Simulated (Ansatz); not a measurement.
**Single-point calculation of Ge**

System: Ge (Cmc2₁, 8 atoms in the cell).
Method: DFT PBE, scalar-relativistic, plane waves, PAW, PAW set soft_1, no spin polarisation (Ansatz 0.2.0).

The structure derives from a Materials Project entry. Figures and captions count atoms from 1; the log counts them from 0 in places.

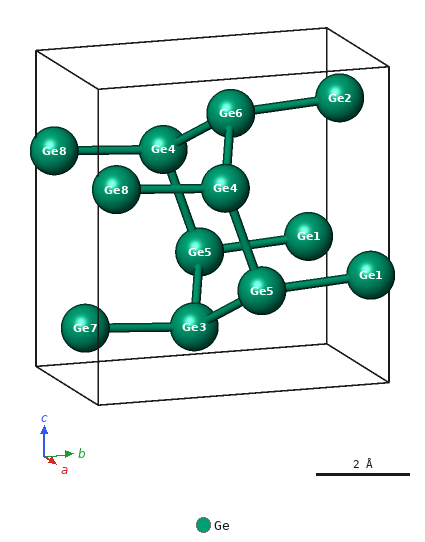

Fig. 1: The structure as given in the input (ball-and-stick view of the cell of the calculation, seen slightly off an axis; atoms are numbered from 1 in the order of the input). An atom can appear more than once, as a periodic image.

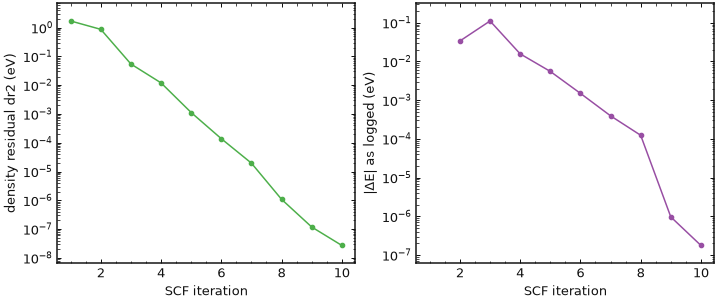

Fig. 2: Convergence of the self-consistent field: density residual dr2 and size of the energy change against the SCF iteration. The residual falls at every step.

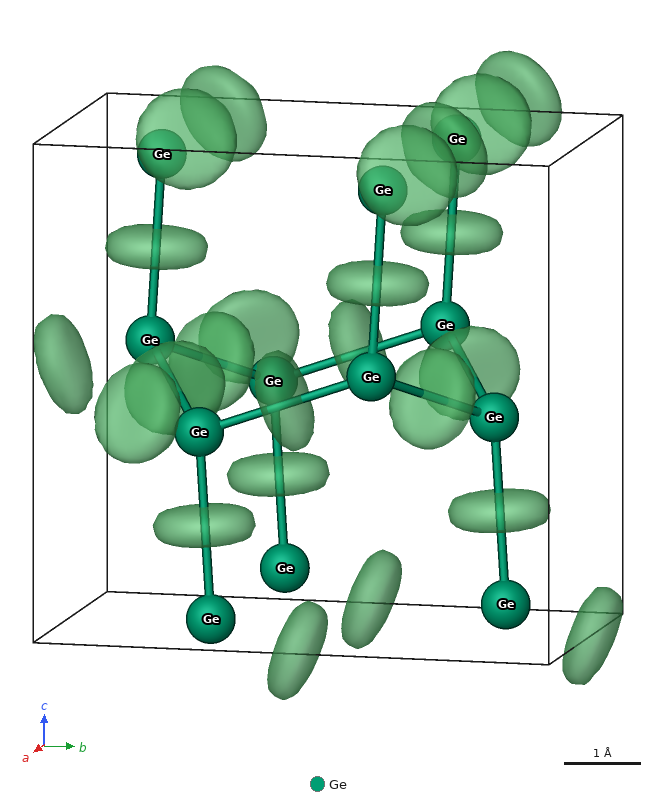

Fig. 3: Isosurface of the ELF at 0.65 (green), seen slightly off an axis. Core shells and regions of very low density are left out. Sticks mark near contacts. The outline is the cell set on symmetry axes. The ELF exceeds this value in 16 regions between bonded Ge–Ge atoms (shared pairs), counted in one cell of 8 atoms. Along the contacts the grid gives the following. Core electrons are frozen (PAW), so the fields are smoothed inside the atomic spheres.

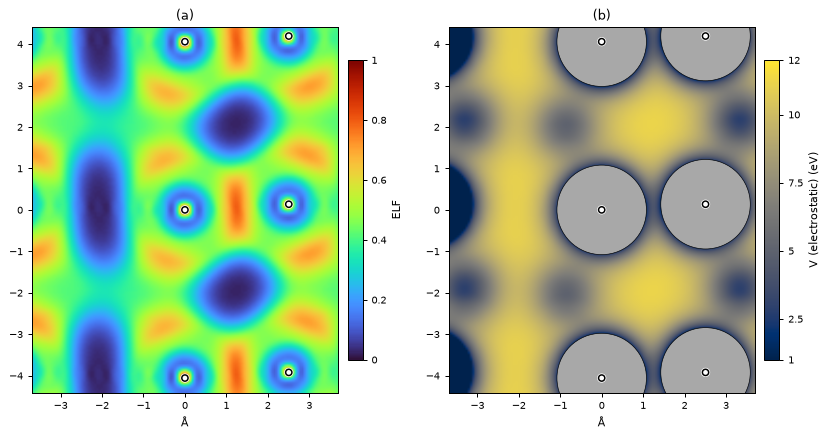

Fig. 4: (a) electron localisation function; (b) electrostatic potential energy of an electron on the (110) plane of the conventional cell. Circles mark the nuclei in the plane (Ge). Grey discs, where drawn, cover atomic cores. Atoms in the plane: Ge. The strong features right at Ge lie inside the PAW spheres (semicore, d or f shells) and say nothing about bonding. Outside the cores the potential energy rises away from the atoms and is highest about 2.3 Å from the nearest atoms; outside the discs it spans about 9 eV, and its zero is arbitrary.

The input and output of the run follow.

The input:
```yaml
crystal:
  lattice:
    - [-4.0584862908, 0.0, 0.0]
    - [0.0, 0.0, -6.6930647484]
    - [0.0, -7.0295044574, 0.0]
  atoms:
    - { symbol: Ge, position: [0.0, 0.9372088633, 0.3445290016] }
    - { symbol: Ge, position: [0.5, 0.9372088633, 0.8445290016] }
    - { symbol: Ge, position: [0.5, 0.4372088633, 0.1554709984] }
    - { symbol: Ge, position: [0.0, 0.4372088633, 0.6554709984] }
    - { symbol: Ge, position: [0.0, 0.5627911367, 0.322137665] }
    - { symbol: Ge, position: [0.5, 0.5627911367, 0.822137665] }
    - { symbol: Ge, position: [0.5, 0.0627911367, 0.177862335] }
    - { symbol: Ge, position: [0.0, 0.0627911367, 0.677862335] }
basis:
  ecutwfc: 420
kpoints:
  mp_grid: { grid: [10, 6, 6] }
hamiltonian:
  xc: pbe
  pseudopotentials: { kind: paw, azcp: { folder: soft_1 } }
scf:
  occupations: { method: gaussian, width: 0.15 }
output:
  forces: true
  stress: true
  eigenvalues: true
  write_density: true
  write_potential: true
  elf: true
  volumetric_format: npy
```

Launch command:
```bash
ansatz run input.yaml --threads 4 --pin off --max-ram 8192MiB --backend cpu --events-out ev --progress --plain --runs-dir out
```

Output:
```
Engine: ansatz 0.2.0, x86_64-unknown-linux-gnu
Pseudopotentials: kind: paw
Pseudopotential: Ge, paw, valence charge 14, recommended cutoff 420 eV (normal), [file]
Functional definition: PBE
  parameter kappa = 0.804
  parameter beta = 0.06672455060314922
  exchange = pbe_x(kappa = kappa, mu = beta*pi^2/3)
  correlation = pbe_c(beta = beta)
Crystal: 8 atoms, lattice volume = 190.947 Å³
Basis set: ecut = 420 eV, 3717 PW (Γ), exchange–correlation on 60×90×96 points (8 copies of the dense FFT grid, shifted against one another)
Bands: 68, of which v1, the nominal top of the filled ones, is band 56 counted from 1 (55 counted from 0)
Symmetry: 8 space group operations
Space group: Cmc21 (ITA 36), of the structure as read, at distance tolerance 5.8e-5 Å
k-points: 96 of 360 (time reversal used)
Non-local potential: Ge, projectors of the file, l = 0: 2, l = 1: 2, l = 2: 3, l = 3: 1
PAW form: soft (Blöchl's): semilocal exchange-correlation on the pseudo side does not see the compensation charge
PAW one-centre angular grid: Ge, 590 points (default); XC on 64 Gauss nodes
Initial density: superposition of atomic densities (chi_scale 0.1, normalization cell)
Initial wavefunctions: pseudopotential atomic-orbital guess
Functional: x = pbe(κ = 0.804, μ = 0.2195149727645171), c = pbe(β = 0.06672455060314922)
SCF iter   1: F=—  HF=-34359.884417 eV  |F-HF|=—  |Δ(HF+E_count)|=         —  Δρ=3.35e-2  dr2=1.70e0  ethr=3.10e-3  ⟨swp⟩=6.2  Hψ=23150  notcnv=0
preconditioner: auto → Kerker (q_TF=auto, 2.496 Å⁻¹)  [metal: Δε(μ)=0.089 eV  Ē_g=22.284 eV  σ=0.150 eV  W_gap=0.31  n_scr=46 (ndim 8)  ℏωp=28.4 eV  f_vac=0.011  D(μ)=0.23/eV (n_scr^D=0)]
SCF iter   2: F=—  HF=-34359.850614 eV  |F-HF|=—  |Δ(HF+E_count)|=   3.38e-2  Δρ=2.20e-2  dr2=8.70e-1  ethr=1.52e-3  ⟨swp⟩=1.0  Hψ=7584  notcnv=0  defer=2
SCF iter   3: F=—  HF=-34359.739279 eV  |F-HF|=—  |Δ(HF+E_count)|=   1.11e-1  Δρ=3.71e-3  dr2=5.43e-2  ethr=7.77e-4  ⟨swp⟩=2.0  Hψ=6565  notcnv=0  defer=2
SCF iter   4: F=—  HF=-34359.754958 eV  |F-HF|=—  |Δ(HF+E_count)|=   1.57e-2  Δρ=1.93e-3  dr2=1.20e-2  ethr=4.85e-5  ⟨swp⟩=2.0  Hψ=11357  notcnv=0  defer=2
SCF iter   5: F=—  HF=-34359.760491 eV  |F-HF|=—  |Δ(HF+E_count)|=   5.53e-3  Δρ=7.30e-4  dr2=1.12e-3  ethr=1.07e-5  ⟨swp⟩=2.0  Hψ=11363  notcnv=0  defer=2
SCF iter   6: F=—  HF=-34359.761991 eV  |F-HF|=—  |Δ(HF+E_count)|=   1.50e-3  Δρ=2.25e-4  dr2=1.38e-4  ethr=1.00e-6  ⟨swp⟩=2.0  Hψ=11368  notcnv=0  defer=2
SCF iter   7: F=—  HF=-34359.762385 eV  |F-HF|=—  |Δ(HF+E_count)|=   3.94e-4  Δρ=7.66e-5  dr2=1.95e-5  ethr=1.23e-7  ⟨swp⟩=3.0  Hψ=11569  notcnv=0  defer=2
SCF iter   8: F=—  HF=-34359.762261 eV  |F-HF|=—  |Δ(HF+E_count)|=   1.24e-4  Δρ=2.01e-5  dr2=1.08e-6  ethr=1.75e-8  ⟨swp⟩=3.0  Hψ=12196  notcnv=0  defer=504
SCF iter   9: F=—  HF=-34359.762262 eV  |F-HF|=—  |Δ(HF+E_count)|=   9.65e-7  Δρ=6.67e-6  dr2=1.18e-7  ethr=9.67e-10  ⟨swp⟩=2.0  Hψ=11367  notcnv=0  defer=504
SCF iter  10: F=-34359.762262 eV  HF=-34359.762262 eV  |F-HF|=6.37e-8  |Δ(HF+E_count)|=   1.77e-7  Δρ=3.50e-6  dr2=2.70e-8  ethr=8.93e-11  ⟨swp⟩=13.8  Hψ=48685  notcnv=0
SCF 1 converged in 10 iterations: F = -34359.762262 eV  dr2 = 2.70e-8
  greatest PAW one-centre occupation: 0.998 electrons in one spin orbital (limit 2), on the Ge atom at site 3 (counted from 0), in its partial waves of l = 2
SCF converged after 10 iterations
Free energy (F): -34359.762262 eV
Harris-Foulkes:  -34359.762262 eV  (|F-HF|=6.37e-8)
Internal energy: -34359.759610 eV  (E = F + TS)
E sigma→0 (E₀):  -34359.760936 eV
Entropy (-TS):   -0.002652 eV (-0.332 meV/atom)
Fermi energy:    7.920487 eV
--- Per-component energies (eV) ---
  E_band       = -1264.813108
  E_kinetic    = 737.624663
  E_local      = -18326.844701  (includes V_loc(G=0)·N_el)
  E_nonlocal   = 1738.983080
  E_hartree    = 8715.498195
  E_xc         = -570.838440
  E_vxc        = -517.559918  (∫ρ·V_xc dr)
  E_paw        = -16104.455935  (= ΣΔE_a)
  E_vpaw       = -2328.013526  (= ΣTr[D̂ρ^β])
  E_aug_tail   = 0.000107  (compensation charges beyond the density's cutoff)
  E_ewald      = -10549.726579
  E_smearing   = -0.002652  (= −TS)
  E_closure    = 0.000000  (closes the sum)
  Σ components = -34359.762262   (vs F -34359.762262, Δ=0.00e0)
--- Forces (eV/Å), atoms counted from 1 ---
  atom   1  Ge     0.00000000     0.06407146     0.02472914
  atom   2  Ge     0.00000000     0.06407146     0.02472914
  atom   3  Ge    -0.00000000    -0.06407146     0.02472914
  atom   4  Ge     0.00000000    -0.06407146     0.02472914
  atom   5  Ge    -0.00000000    -0.05872487    -0.02472773
  atom   6  Ge    -0.00000000    -0.05872487    -0.02472773
  atom   7  Ge     0.00000000     0.05872487    -0.02472773
  atom   8  Ge     0.00000000     0.05872487    -0.02472773
  max |Σ_I F_I| component: 5.61e-6 eV/Å
--- Stress (GPa, compression-positive) ---
        0.062949       0.000000      -0.000000
        0.000000      -0.019616       0.000000
       -0.000000       0.000000      -0.159861
  P = ⅓ Tr σ = -0.0388 GPa (-0.388 kbar)
--- Band table (eV; the first three rows and the last of 96) ---
  k-point 0: bands = ["-16.9273", "-16.9242", "-16.9202", "-16.9155", "-16.9152", "-16.9019", "-16.8881", "-16.8827", "-16.8809", "-16.8627", "-16.8603", "-16.8589", "-16.8586", "-16.8436", "-16.8178", "-16.8140", "-16.8138", "-16.7884", "-16.7755", "-16.7613", "-16.7612", "-16.7574", "-16.7548", "-16.7079", "-16.7049", "-16.7041", "-16.6949", "-16.6926", "-16.6901", "-16.6742", "-16.6732", "-16.6708", "-16.6596", "-16.6592", "-16.6398", "-16.6323", "-16.6318", "-16.6257", "-16.6170", "-16.6150", "-4.5247", "-2.6419", "-2.5941", "-1.0569", "-0.5714", "0.5236", "1.2650", "3.5766", "4.9995", "5.2694", "6.4898", "6.5079", "6.5343", "7.5118", "7.6803", "7.7907", "8.0075", "8.0312", "8.4952", "9.4291", "10.1867", "10.1903", "10.6203", "11.3559", "11.6063", "12.2734", "12.3279", "12.3575"]
  k-point 1: bands = ["-16.9301", "-16.9241", "-16.9196", "-16.9168", "-16.9159", "-16.9011", "-16.8861", "-16.8850", "-16.8849", "-16.8644", "-16.8602", "-16.8556", "-16.8511", "-16.8439", "-16.8205", "-16.8105", "-16.8096", "-16.7811", "-16.7775", "-16.7691", "-16.7593", "-16.7580", "-16.7543", "-16.7127", "-16.7098", "-16.7015", "-16.7004", "-16.6927", "-16.6860", "-16.6797", "-16.6697", "-16.6687", "-16.6621", "-16.6581", "-16.6411", "-16.6295", "-16.6295", "-16.6271", "-16.6174", "-16.6129", "-4.4526", "-2.9265", "-2.5192", "-0.9211", "-0.6871", "0.5278", "1.7184", "3.4924", "5.0698", "5.5082", "5.6561", "6.3487", "6.4695", "6.6043", "7.6545", "7.8574", "8.4478", "8.5533", "8.7710", "9.4637", "10.1877", "10.4075", "10.8584", "11.3725", "11.6050", "11.9538", "12.3238", "12.6496"]
  k-point 2: bands = ["-16.9325", "-16.9269", "-16.9236", "-16.9197", "-16.9087", "-16.8988", "-16.8928", "-16.8899", "-16.8829", "-16.8722", "-16.8547", "-16.8474", "-16.8456", "-16.8334", "-16.8276", "-16.8022", "-16.7984", "-16.7894", "-16.7823", "-16.7702", "-16.7620", "-16.7495", "-16.7460", "-16.7242", "-16.7216", "-16.7166", "-16.6933", "-16.6923", "-16.6861", "-16.6781", "-16.6733", "-16.6692", "-16.6588", "-16.6518", "-16.6450", "-16.6366", "-16.6251", "-16.6187", "-16.6187", "-16.6113", "-4.2384", "-3.4304", "-2.2959", "-1.4445", "-0.1146", "0.5023", "2.6748", "3.4615", "4.5643", "5.1505", "5.2753", "5.9870", "6.0505", "6.8084", "7.2582", "7.5089", "8.7053", "8.9775", "9.2644", "9.5286", "10.7341", "10.9022", "11.1254", "11.2669", "11.5588", "11.7508", "12.7952", "13.4098"]
  k-point 95: bands = ["-16.9153", "-16.9153", "-16.9153", "-16.9153", "-16.9082", "-16.9082", "-16.9082", "-16.9082", "-16.8607", "-16.8607", "-16.8607", "-16.8607", "-16.8250", "-16.8250", "-16.8250", "-16.8250", "-16.7959", "-16.7959", "-16.7959", "-16.7959", "-16.7218", "-16.7218", "-16.7218", "-16.7218", "-16.7052", "-16.7052", "-16.7052", "-16.7052", "-16.6952", "-16.6952", "-16.6952", "-16.6952", "-16.6351", "-16.6351", "-16.6351", "-16.6351", "-16.6272", "-16.6272", "-16.6272", "-16.6272", "-2.0439", "-2.0439", "-2.0439", "-2.0439", "0.2149", "0.2149", "0.2149", "0.2149", "5.4601", "5.4601", "5.4601", "5.4601", "5.6540", "5.6540", "5.6540", "5.6540", "8.4103", "8.4103", "8.4103", "8.4103", "10.0665", "10.0665", "10.0665", "10.0665", "13.8722", "13.8722", "13.8722", "13.8722"]
```

Key numbers:

```csv
quantity,value
outcome,converged
space group (tolerance 0.01 Å),Cmc2₁ (36)
electrons treated,112
free energy,−34359.7623 eV
Fermi energy,7.920 eV
gap on the k-point mesh,none (metallic)
pressure,−0.04 GPa
largest force (length of the vector),0.069 eV/Å
hardware,"4 threads of Intel Xeon @ 2.50GHz (Skylake/Cascade Lake), 12 GiB of memory available, shared host"
wall time,52 s (CPU time 3.4 min)
peak memory,1.2 GiB
```
